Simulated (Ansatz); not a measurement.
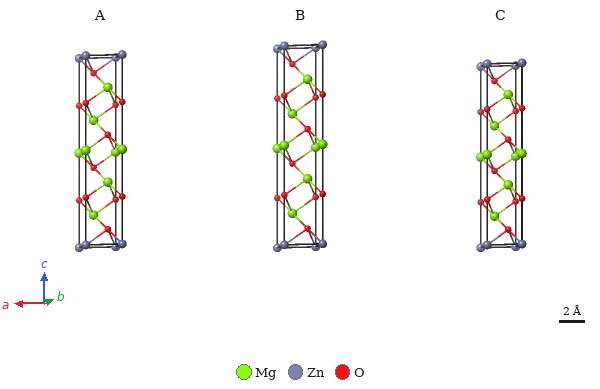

3 geometries from one relaxation of crystalline Mg$_{5}$ZnO$_{6}$ (a generated structure, set up in P-3m1) (coarse preliminary run), in shuffled order. A ball-and-stick model of the cell of the calculation, seen from a free direction.

Computed with DFT PBE, scalar-relativistic, plane waves, PAW (Ansatz 0.2.0). Settings: plane-wave cutoff 420 eV; k-point mesh 6 × 6 × 1; occupations gaussian; smearing width 0.1 eV; no spin polarisation; cell and atoms relaxed; force threshold 0.04 eV/Å; at most 70 steps.

### Put them in the order of the run, from the start to the converged end.

B, A, C. They are steps 0, 1, 7, at +294 meV per atom, +71.5 meV per atom relative to the last. After 5 accepted moves (7 points after the start) the energy has fallen by 294 meV per atom. The largest force component goes from 0.27 to 0.0011 eV/Å. Pressure: −23.68 GPa at the start and 0.00 GPa at the end. The SCF was repeated twice at an unchanged geometry on a basis and grid sized afresh for the cell, which shifted the energy by 3.1 meV per atom at most. The largest moves relative to the cell, 0.048 Å, are those of O atoms. Largest moves by element: O 0.048 Å, Mg 0.015 Å. Zn stays in place. The volume changes by −24.3 %, with a = b 3.311 → 3.019 Å (−8.8 %), c 16.222 → 14.767 Å (−9.0 %). Among the contacts that change: Mg–O 2.341 → 2.115 Å, O–Zn 2.341 → 2.162 Å. The space group stays P-3m1 (No. 164).
